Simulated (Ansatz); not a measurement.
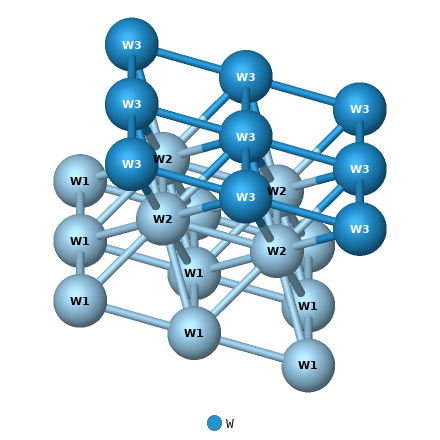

The system is C on a W(100) slab cut from the Fm-3m phase, its upper half relaxed before the scan (3 atoms of substrate and one adsorbate in a 1 × 1 cell); the picture shows it without the atoms that are moved over the map. 
- C is moved over the surface cell; relaxed at each place: the height of the adsorbate's atoms; substrate rigid; the origin of the map has the adsorbate above W3.
- Places are given modulo a cell vector. The map is drawn in real space over the plane of the surface.
- The grid has 6 × 6 points; 10 points were computed and 26 follow by symmetry.
- All energies are given in eV relative to the lowest grid point.
- With one adsorbate in each 1 × 1 cell, its nearest image is 2.9 Å away, so neighbouring adsorbates interact.
- Theory: DFT PBE, scalar-relativistic, plane waves, PAW (Ansatz). Settings: cutoff 420 eV, k-mesh 9×9×1, gaussian smearing 0.1 eV, no spin polarisation.

Range: position of C4 along the first surface vector from 0.000 to 0.833; position of C4 along the second surface vector from 0.000 to 0.833.

Q: What will the energy surface look like?

A: The lowest grid point is at a fourfold hollow over a second-layer W atom, (3/6, 3/6) of the cell vectors. It is the only kind of minimum in the scanned range. The highest grid point, the top site over a surface W atom, (0/6, 0/6) of the cell vectors, lies 4.49 eV above the lowest. On the interpolated surface the easiest way out of the lowest well to its copy in the next cell or period passes a barrier of about 2.9 eV. At the lowest point the adsorbate has 4 W at 2.06 Å as nearest neighbours, at the highest 1 W at 1.86 Å. Its relaxed height above the top atom is 0.41 Å at the lowest and 1.86 Å at the highest point.

```tsv
second ↓, first →	0/6	1/6	2/6	3/6	4/6	5/6
5/6	4.20	3.93	3.39	2.75	3.39	3.93
4/6	3.61	3.39	2.92	1.62	2.92	3.39
3/6	2.95	2.75	1.62	0.00	1.62	2.75
2/6	3.61	3.39	2.92	1.62	2.92	3.39
1/6	4.20	3.93	3.39	2.75	3.39	3.93
0/6	4.49	4.20	3.61	2.95	3.61	4.20
```

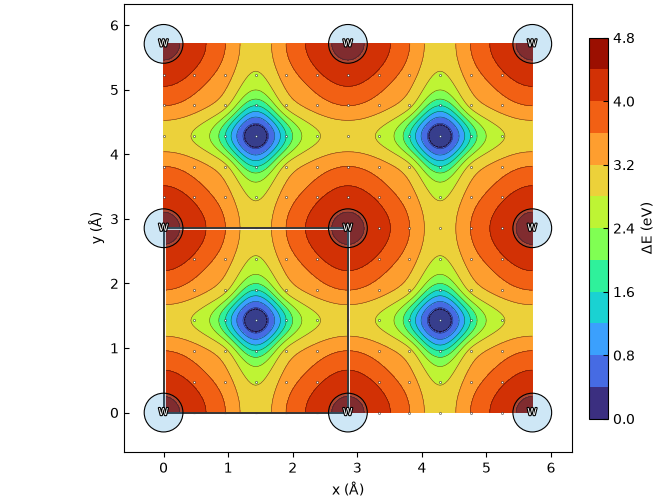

In the figure: filled contours, dots at the grid points, labelled circles for the atoms of the top layer and small ones for the second layer, the outline of one cell of the 2 × 2 shown. Between grid points the surface is interpolated.

The whole map (10 points run) took 15 min on 1 thread of Arm Neoverse N1 (shared host).

PAW datasets: the set soft_1.
